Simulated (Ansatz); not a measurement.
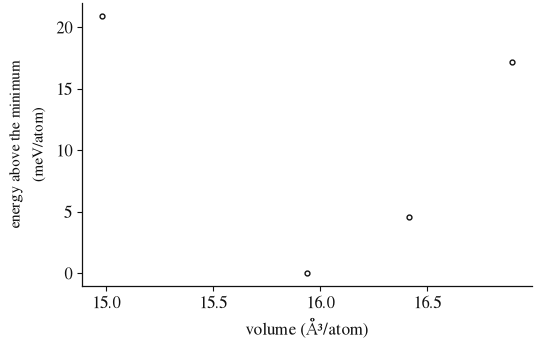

Plotted: energy above the minimum against volume for TiAl₃, space group I4/mmm (No. 139).

Starting cell:
```
Ti Al
1.0
    -1.92267    1.92267    4.31140
     1.92267   -1.92267    4.31140
     1.92267    1.92267   -4.31140
Ti Al
1 3
Cartesian
  0.0000 0.0000 0.0000
  0.0000 0.0000 4.3114
  0.0000 1.9227 2.1557
  1.9227 0.0000 2.1557
```

Method: third-order Birch-Murnaghan fit to density functional energies at scaled volumes of the given relaxed cell, shape and atoms relaxed at each volume; energies count from the fitted minimum; plane waves with PAW datasets, Γ-centred k mesh (Ansatz 0.2.0). Level: PBE, no spin polarisation.

- wave cutoff: 420 eV
- k mesh: 16×16×16
- occupations: Gaussian
- smearing width: 0.1 eV

The point at volume 15.460 Å³/atom is left out of the plot. What does the calculation give there?

| volume (Å³/atom) | energy above the minimum (meV/atom) |
| --- | --- |
| 15.460 | 4.9 |
